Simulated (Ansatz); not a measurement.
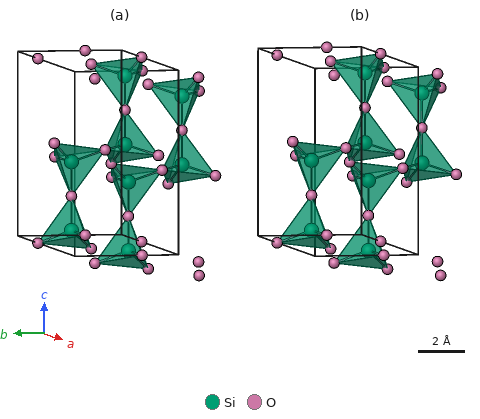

The structure of solid SiO$_{2}$ (set up in P6_322) before (left) and after (right) a relaxation, at one scale.

Style: polyhedral. Shown: the cell of the calculation, repeated 2 × 1 × 1 with one cell outlined, from a free direction.

Case: relaxed at 15 GPa.

The calculation used Ansatz, DFT LDA, scalar-relativistic, plane waves, PAW. Settings: plane-wave cutoff 420 eV; k-point mesh 6 × 6 × 4; occupations gaussian; smearing width 0.02 eV; target pressure 15 GPa; no spin polarisation; cell and atoms relaxed; force threshold 0.008 eV/Å; at most 50 steps.

> What changed between the two?

The largest moves relative to the cell, 0.071 Å, are those of O atoms. By element the largest moves are O 0.071 Å, Si 0.001 Å. The volume changes by +1.5 %, with a = b 4.511 → 4.506 Å (−0.1 %), c 8.251 → 8.393 Å (+1.7 %). Among the contacts that change: O–Si 1.557 → 1.590 Å, O–Si 1.535 → 1.563 Å. Among the angles between lasting bonds that change: Si–O–Si 128.9° → 124.4°. The space group stays P6_322 (No. 182). Over 6 accepted moves (8 points after the start) the energy falls by 50.2 meV per atom. With the target pressure of 15 GPa, the enthalpy E + pV changes by −33.3 meV per atom. The largest force component goes from 1.4 to 0.00065 eV/Å. Pressure: 27.59 GPa at the start and 15.01 GPa at the end. The SCF was repeated twice at an unchanged geometry on a basis and grid sized afresh for the cell, which shifted the energy by 1.0 meV per atom at most.
